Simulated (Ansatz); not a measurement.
```xyz
12
Lattice="4.2458 0.0000 0.0000 0.0000 4.2458 0.0000 0.0000 0.0000 4.2458" Properties=species:S:1:pos:R:3 pbc="T T T"
V     0.0000    0.0000    0.0000
V     2.1229    2.1229    0.0000
V     2.1229    0.0000    2.1229
V     0.0000    2.1229    2.1229
H     1.0615    1.0615    1.0615
H     3.1844    3.1844    1.0615
H     3.1844    1.0615    3.1844
H     1.0615    3.1844    3.1844
H     3.1844    1.0615    1.0615
H     1.0615    3.1844    1.0615
H     1.0615    1.0615    3.1844
H     3.1844    3.1844    3.1844
```

Space group Fm-3m; changed on purpose from its base cell (volume × 1.06); computed pressure about −10 GPa in this cell; computed without spin polarisation.

The calculation used DFT PBEsol, scalar-relativistic, plane waves, PAW (Ansatz).

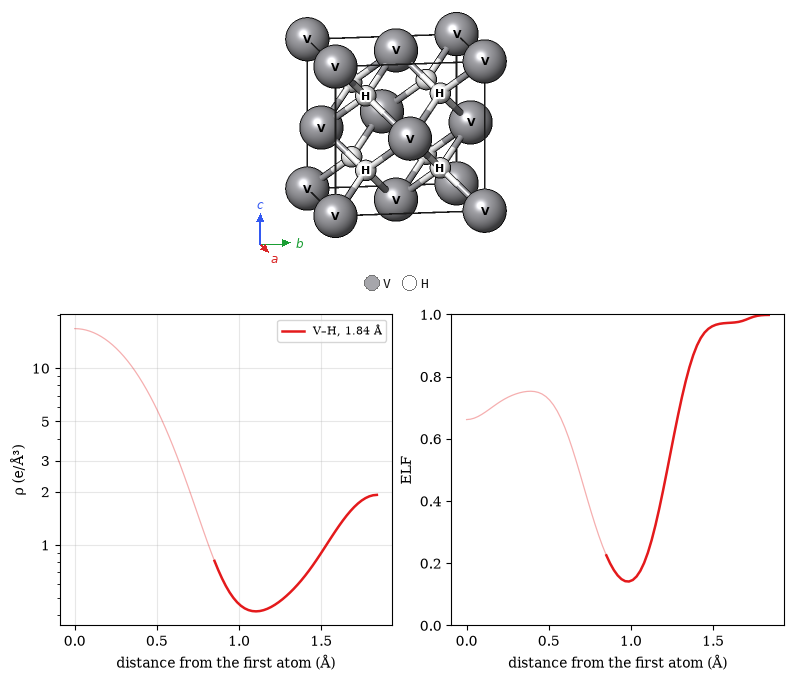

VH2. Valence electron density and ELF along straight lines between neighbouring atoms. Thin, pale parts lie inside the atomic spheres. The structure is drawn too.

In a PAW calculation such maps are meaningful between the atoms, not at the nuclei.

What can be read from the curves?

Answer. V–H (1.84 Å): the density is about 0.59 e/Å³ at the midpoint; the ELF climbs to about 1 towards the hydrogen.
